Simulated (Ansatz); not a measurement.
The crystal is GaN (F-43m).

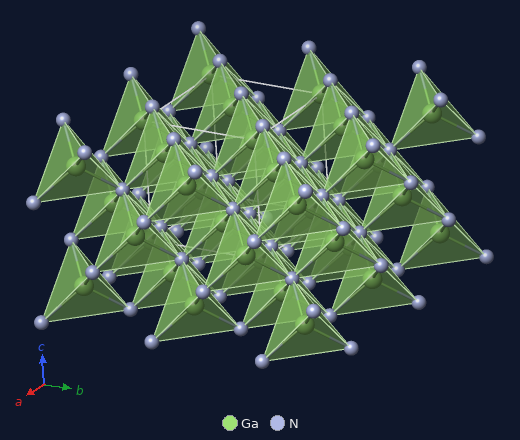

The structure (gallium green, nitrogen light blue). 2×2×1 conventional cells are drawn. Some periodic images of atoms are drawn too.

It takes space group F-43m (No. 216, cubic). Conventional cell: a = 4.507 Å, b = 4.507 Å, c = 4.507 Å, α = 90.00°, β = 90.00°, γ = 90.00°. Ga has 4 N at 1.95 Å nearest. Nearest to N lie 4 Ga at 1.95 Å. Farther neighbours and most contacts between anions are not listed.

```cif
data_structure
_symmetry_space_group_name_H-M 'P 1'
_symmetry_Int_Tables_number 1
_cell_length_a 3.1869
_cell_length_b 3.1869
_cell_length_c 3.1869
_cell_angle_alpha 60.000
_cell_angle_beta 60.000
_cell_angle_gamma 60.000
_cell_volume 22.89
loop_
_atom_site_label
_atom_site_type_symbol
_atom_site_fract_x
_atom_site_fract_y
_atom_site_fract_z
_atom_site_occupancy
Ga1 Ga 0.00000 0.00000 0.00000 1
N2 N 0.75000 0.75000 0.75000 1
```

The cell and positions are those that the Materials Project relaxed with its own functionals (PBE, PBE+U or r2SCAN), kept fixed. This is not the form that GaN usually takes at ambient conditions.

Gaps computed with Ansatz 0.2.0 without a self-energy: LDA 1.74 eV, PBE 1.72 eV, HSE06 2.96 eV and DDH-PBE0 3.00 eV. The mean ε∞ by PBE perturbation theory is 5.96.

Q: What gap should G0W0 on PBE give (6×6×6 mesh, 146 empty bands, screening to 200 eV, PAW set soft_1 files)?

About 2.83 eV: on its mesh the run moves the gap from 1.72 eV by +1.11 eV. Among the scalar-relativistic levels given, HSE06 is nearest (+0.13 eV). One-shot corrections scale roughly with one over ε∞, here 0.17. Bands and cutoff are finite, so the gap is not at the basis limit. The miss can reach some tenths of an eV and take either sign; the mesh is an error of its own. The many-body steps are scalar-relativistic: spin-orbit coupling is not in them.

[Paths, hosts, dates, memory and timing lines, banners, echoed tables and standing remarks are left out of the program output.]

[Logs are printed without paths, hosts, clocks, repeated set-up lines and the standing remarks that a program may print on its own settings, such as how far it seeks lower states.]

[Runs of the session that timed out or met a known fault of the program may be left out.]

[Cells called generated may have been cut or substituted from an entry of the Crystallography Open Database or the Materials Project.]

[Hosts, paths, dates, database ids (printed as entryN), source tags and the programs' standing remarks are cut or masked in the printed files.]
